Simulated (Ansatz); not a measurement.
System: AgBr.

Input file:

```
crystal:
  lattice:
    - [0.0, 2.9264417423, 2.9264417423]
    - [2.9264417423, 0.0, 2.9264417423]
    - [2.9264417423, 2.9264417423, 0.0]
  atoms:
    - { symbol: Ag, position: [0.0, 0.0, 0.0] }
    - { symbol: Br, position: [0.5, 0.5, 0.5] }
hamiltonian:
  xc: { exchange: slater, correlation: vwn5 }
  pseudopotentials: { kind: paw }
kpoints:
  mp_grid: { grid: [8, 8, 8] }
scf:
  occupations: { method: fermi_dirac, width: 0.05 }
output:
  forces: true
  stress: true
  eigenvalues: true
  write_density: true
  write_potential: true
  elf: true
  volumetric_format: npy
```

Command:

```sh
ansatz run input.yaml --threads 2 --pin off --max-ram 5120MiB --backend cpu --events-out ev --progress --plain --runs-dir out
```

Below, planes, directions and counts refer to the conventional cell (a = 5.85 Å, b = 5.85 Å, c = 5.85 Å, α = 90.00°, β = 90.00°, γ = 90.00°).

Space group Fm-3m; computed pressure about −6 GPa in this cell.

The calculation used Kohn-Sham DFT of a periodic cell, SVWN5, Ansatz PAW in Ansatz 0.2.0.

### Predict the valence pseudo-density and electron localisation function between the atoms.

Ag–Br (2.93 Å): ρ is about 0.21 e/Å³ halfway; the ELF is about 0.20 at the midpoint.

### Does the calculation make it a metal, or give it a gap?

It is gapped, with a Kohn–Sham gap of 0.40 eV on the k-point mesh (the band edges may lie off the mesh, which would make the gap smaller).

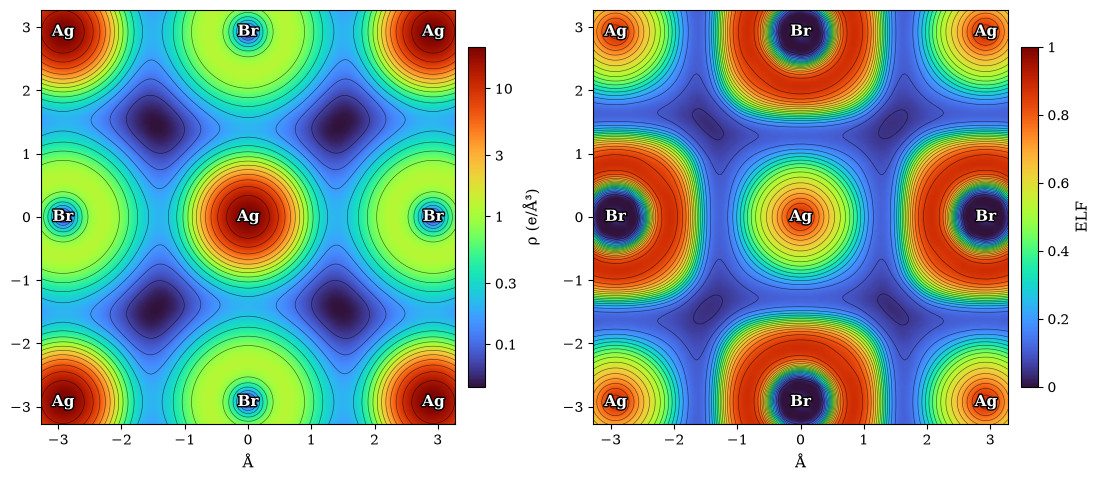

Computed valence pseudo-density and electron localisation function on the (010) plane of the conventional cell, in this order. 

In a PAW calculation such maps are meaningful between the atoms, not at the nuclei.
